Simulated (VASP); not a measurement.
Ru

```
Ru
1.0
     3.43885    0.00000    0.00000
    -1.71942    2.97813    0.00000
     0.00000    0.00000    4.64589
Ru
3
Direct
  0.31302 0.00000 0.33333
  0.00000 0.31302 0.66667
  0.68698 0.68698 0.00000
```

Space group P3₁21; a generated structure, not necessarily the stable one.

Theory: Kohn-Sham DFT of a periodic cell, PBE, VASP PAW PBE potentials, recommended in VASP 6.6.1.

Q: What will maps of the valence pseudo-density and electron localisation function show?

A: Ru–Ru (2.42 Å): the density is about 0.61 e/Å³ at the midpoint; the ELF is about 0.30 at the midpoint (no shared electron pair shows on this line).
Ru–Ru (2.57 Å): ρ at the midpoint is about 0.45 e/Å³; the ELF is about 0.25 at the midpoint; no shared electron pair shows on this line.

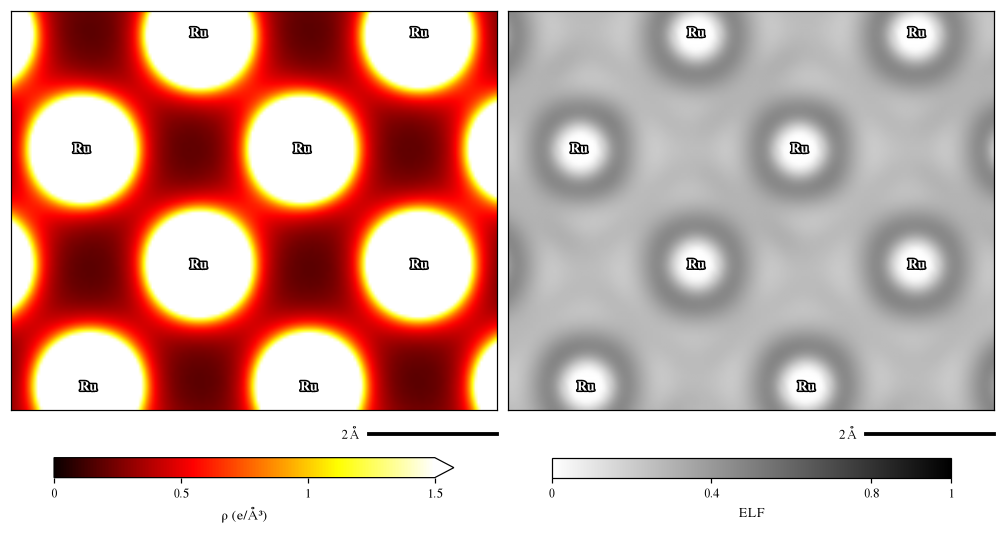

Computed valence pseudo-density and electron localisation function on the (101) plane of the conventional cell, in this order. 

In a PAW calculation such maps are meaningful between the atoms, not at the nuclei.
